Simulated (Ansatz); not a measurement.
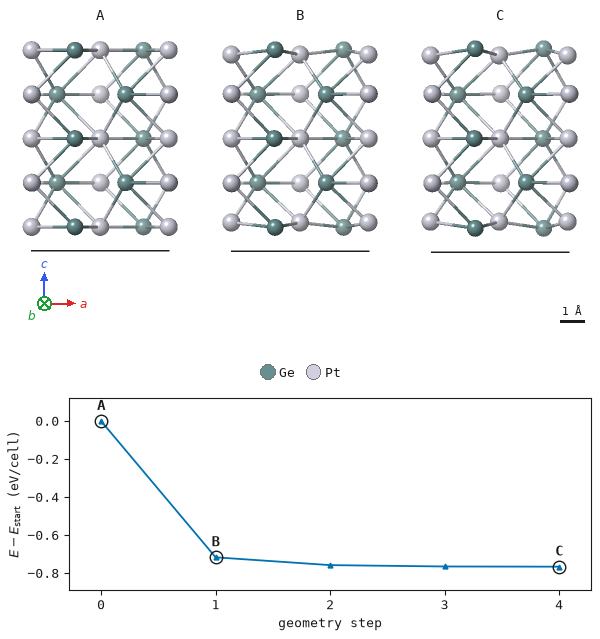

Frames of a relaxation of a slab of composition GePt (cut from the Pnma phase), marked on the history of the run. A ball-and-stick model of the cell of the calculation, outlined in the plane, without the vacuum (origin shifted), seen along the b axis.

Case: (0 1 0) slab, atoms relaxed. The slab is the (0 1 0) face of GePt.

These are results of Ansatz 0.2.0, DFT PBEsol, scalar-relativistic, plane waves, PAW, not measurements. Set-up: plane-wave cutoff 420 eV; k-point mesh 6 × 6 × 1; occupations gaussian; smearing width 0.1 eV; no spin polarisation; dipole correction; atoms relaxed in a fixed cell; force threshold 0.02 eV/Å; at most 60 steps.

Question: Describe the path.

Answer: The largest moves relative to the layer's centre, 0.23 Å, are those of Pt atoms. Largest moves by element: Pt 0.23 Å, Ge 0.12 Å. The lattice vectors keep their values. Some distances before and after: Ge–Pt 2.660 → 2.491 Å, Ge–Pt 2.639 → 2.503 Å, Ge–Pt 2.524 → 2.415 Å, Ge–Pt 2.639 → 2.554 Å. Among the angles between lasting bonds that change: Ge–Pt–Ge 84.4° → 92.1°, Pt–Ge–Pt 132.3° → 125.6°, Ge–Pt–Ge 86.8° → 93.3°. The energy falls by 0.766 eV per cell of the calculation in 4 geometry steps. Largest force component: 1.2 eV/Å at the start, 0.02 eV/Å at the end. From step 0 to 1: Pt atoms move most (0.19 Å), energy −0.717 eV per cell of the calculation. From step 1 to 4: Pt atoms move most (0.05 Å), energy −49.2 meV per cell of the calculation.

```
step  E − E(0), meV/atom  largest force component, eV/Å
   0                0.00                         1.1724
   1              -35.84                         0.2219
   2              -37.89                         0.0755
   3              -38.25                         0.0376
   4              -38.30                         0.0199
```
